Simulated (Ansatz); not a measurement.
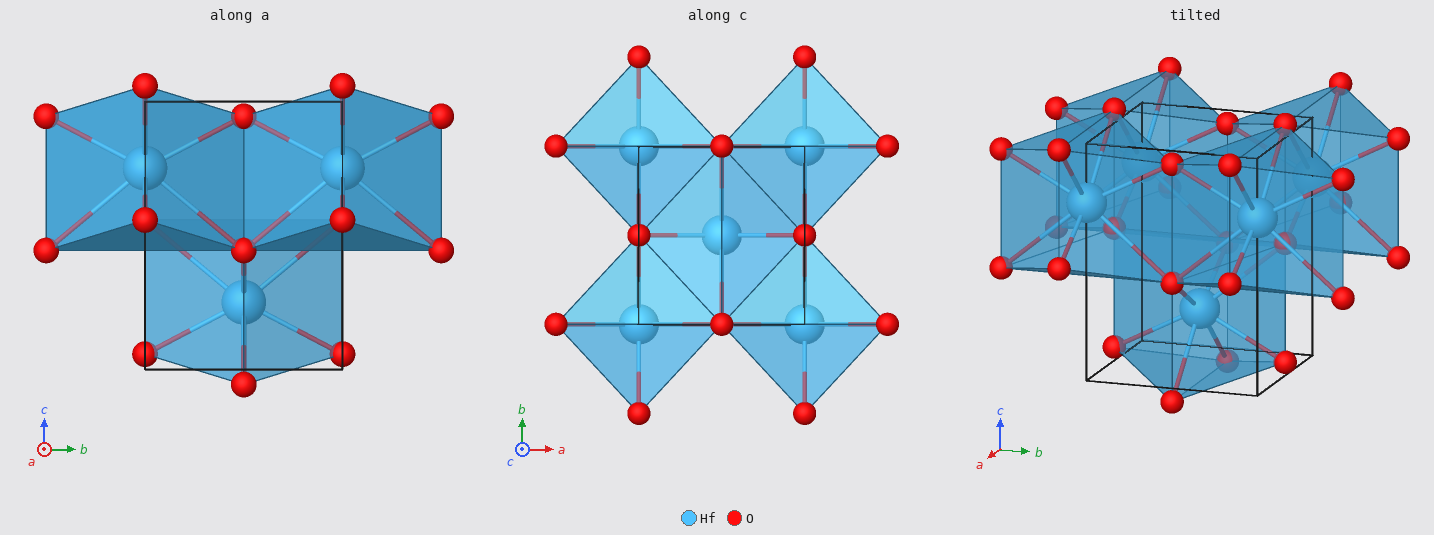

Drawn in the polyhedral manner and seen along the a axis, along the c axis and slightly off an axis. One conventional unit cell is framed, with atoms on its boundary repeated. Some neighbours outside the box are added. Cell: a = 3.604 Å, b = 3.875 Å, c = 5.264 Å, α = 90.00°, β = 90.00°, γ = 90.00°.

Characterise what is shown.

Its composition is HfO2. The lattice is primitive orthorhombic and the space group Pmmn (No. 59). In the cell are 2 Hf, 4 O, which makes 2 formula units. The polyhedra are HfO8 cubes; they share edges. The coordination shell of Hf holds eight O in a distorted cubic arrangement at about 2.1 to 2.5 Å. Each O has four Hf in a distorted tetrahedral arrangement at about 2.1 to 2.5 Å. Not all metal-metal contacts are counted. The bonds build a three-dimensional framework.

Starting structure: a structure listed in the Materials Project. The cell was then strained or its atoms displaced on purpose. A calculation with Ansatz used it as input.

At this level of theory the cell isn't at rest (stretched, at -14 GPa and forces up to 1.2 eV/Å), so its distances can differ from those at equilibrium, the more so the softer the solid.
